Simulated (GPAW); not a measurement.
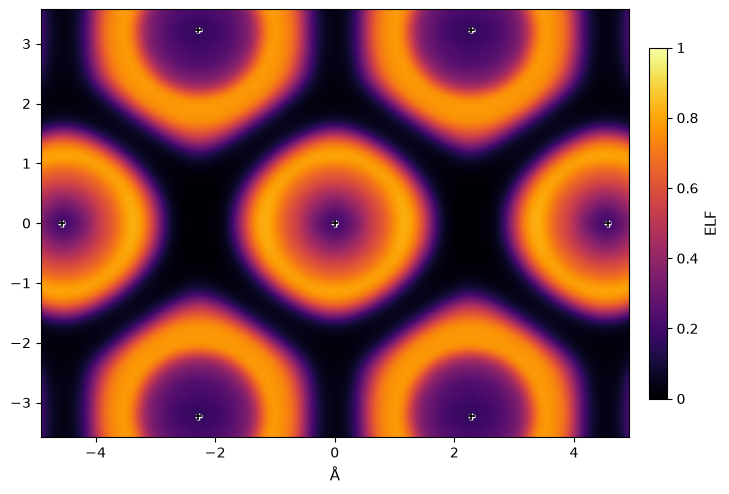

The electron localisation function on a plane through atoms (crosses mark nuclei in the plane).

Computed with Kohn-Sham DFT of a periodic cell, LDA, GPAW PAW data sets (gpaw-data 1.2.1) in GPAW 26.7.0.

Candidates:
A. CsI, a = 4.57 Å, b = 4.57 Å, c = 4.57 Å, α = 90.00°, β = 90.00°, γ = 90.00°. Space group Pm-3m.
B. MnS, a = 5.21 Å, b = 5.21 Å, c = 5.21 Å, α = 90.00°, β = 90.00°, γ = 90.00°. Space group Fm-3m; computed pressure about −12 GPa in this cell; spin-polarised.

Question: Which candidate gave the map?

Answer: Candidate A: CsI on the (011̄) plane of the conventional cell, which holds Cs and I. Cs–I (3.95 Å): the ELF peaks at about 0.75 in the valence shell of I, 1.3 Å from its nucleus, and drops to about 0.05 between the two atoms: a largely ionic contact.
